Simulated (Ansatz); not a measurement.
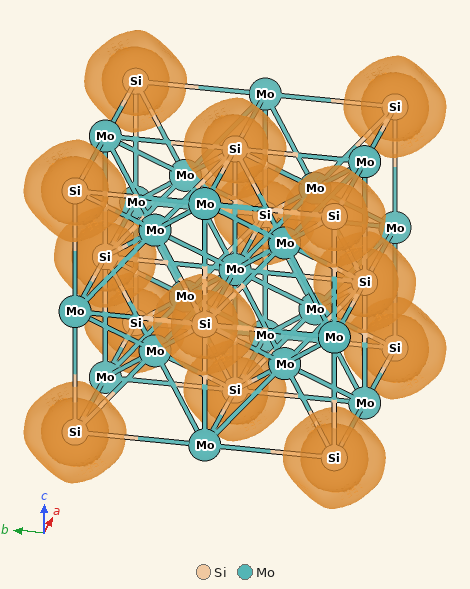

Figure 1: SiMo₃. Isosurface of the electron localisation function at 0.6 (orange), seen at an oblique angle. Only the valence region is drawn (cores and ρ < 0.01 e/Å³ removed). Sticks mark near contacts.

Space group Fm-3m; a structure generated by program, which may or may not match a known phase; computed without spin polarisation.

The calculation used DFT PBE, scalar-relativistic, plane waves, PAW in Ansatz.

Input

```
crystal:
  lattice:
    - [0.0, 3.0995405396, 3.0995405396]
    - [3.0995405396, 0.0, 3.0995405396]
    - [3.0995405396, 3.0995405396, 0.0]
  atoms:
    - { symbol: Si, position: [0.0, 0.0, 0.0] }
    - { symbol: Mo, position: [0.75, 0.75, 0.75] }
    - { symbol: Mo, position: [0.25, 0.25, 0.25] }
    - { symbol: Mo, position: [0.5, 0.5, 0.5] }
basis:
  ecutwfc: 420
kpoints:
  mp_grid: { grid: [14, 14, 14] }
hamiltonian:
  xc: pbe
scf:
  occupations: { method: gaussian, width: 0.1 }
output:
  forces: true
  stress: true
  eigenvalues: true
  write_density: true
  write_potential: true
  elf: true
  volumetric_format: npy
relax:
  adjacent_minimum: "off"
  f_tol: 0.01
  max_steps: 80
  cell: { stress_tol: 0.05 }
```

Launched as:

```sh
ansatz run input.yaml --threads 1 --pin off --max-ram 2560MiB --backend cpu --events-out ev --progress --plain --runs-dir out
```

Below, planes, directions and counts refer to the conventional cell (a = 6.20 Å, b = 6.20 Å, c = 6.20 Å, α = 90.00°, β = 90.00°, γ = 90.00°).

Identify the bonds, lone pairs and shells in this picture.

Answer. The ELF exceeds this value in four regions wrapped around Si (the valence shell of each), counted in one cell of 16 atoms. Any copies at cell faces, edges or corners count once. Profiles from the grid: Si–Mo (2.68 Å): the ELF peaks at about 0.65 in the valence shell of Si, 0.9 Å from its nucleus, and is about 0.30 at the midpoint. Mo–Mo (2.68 Å): the ELF is about 0.35 at the midpoint.
